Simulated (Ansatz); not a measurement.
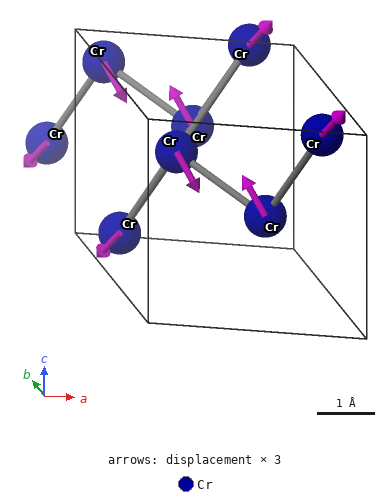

A relaxation of solid Cr (built on the alpha-gallium_64 type) (coarse preliminary run). The starting structure is drawn; purple arrows show the displacements (the part carried along by the change of the cell is left out), magnified 3 times.

The picture is a ball-and-stick view of the cell of the calculation, repeated 1 × 2 × 1 with one cell outlined, seen from a free direction.

Case: alpha-gallium type (Cmce, No. 64).

All numbers below come from Ansatz 0.2.0, DFT PBE, scalar-relativistic, plane waves, PAW.

The input:
```yaml
crystal:
  lattice:
    - [2.0102088612, -3.4069312307, 0.0]
    - [2.0102088612, 3.4069312307, 0.0]
    - [0.0, 0.0, 4.0257655634]
  atoms:
    - { symbol: Cr, position: [0.1525, 0.8475, 0.0785] }
    - { symbol: Cr, position: [0.6525, 0.3475, 0.4215] }
    - { symbol: Cr, position: [0.8475, 0.1525, 0.9215] }
    - { symbol: Cr, position: [0.3475, 0.6525, 0.5785] }
basis:
  ecutwfc: 420
kpoints:
  mp_grid: { grid: [6, 6, 4] }
hamiltonian:
  xc: pbe
scf:
  occupations: { method: gaussian, width: 0.1 }
  lower_state_search: "off"
output:
  forces: true
  stress: true
  eigenvalues: true
relax:
  adjacent_minimum: "off"
  f_tol: 0.04
  max_steps: 70
  cell: { stress_tol: 0.4 }
```

### What did the optimiser do to the structure, and how much energy did it gain?

The largest moves relative to the cell, 0.28 Å, are those of Cr1, Cr2, Cr3 and Cr4. Cr4 goes roughly along [1 −1 −3]. The volume changes by −12.5 %, with a = b 3.956 → 4.794 Å (+21.2 %), c 4.026 → 2.774 Å (−31.1 %), γ 118.9° → 130.8°. Among the contacts that change: Cr1–Cr1 4.026 → 2.774 Å, Cr1–Cr2 3.322 → 2.429 Å, Cr1–Cr3 2.491 → 2.868 Å, Cr1–Cr3 (another image) 2.172 → 2.298 Å. New bonds form: Cr1–Cr2 (3.32 → 2.43 Å), Cr3–Cr4 (3.32 → 2.43 Å). Among the angles between lasting bonds that change: Cr4–Cr1–Cr4 113.1° → 67.9°, Cr3–Cr1–Cr4 106.5° → 146.1°, Cr2–Cr1–Cr4 118.2° → 108.6°. The space group (tolerance 0.01 Å) goes from Cmce (No. 64) to Fmmm (No. 69). The energy falls by 528 meV per atom in 15 accepted moves (18 points after the start). The largest force component goes from 0.67 to 0.0053 eV/Å. The pressure goes from −1.47 to 0.12 GPa. The line search rejected the trial step at point 7 of the run. The SCF was repeated twice at an unchanged geometry on a basis and grid sized afresh for the cell, which shifted the energy by 43.4 meV per atom at most.

Limits of the set-up: the k-point mesh is coarse for a cell with partly filled bands.
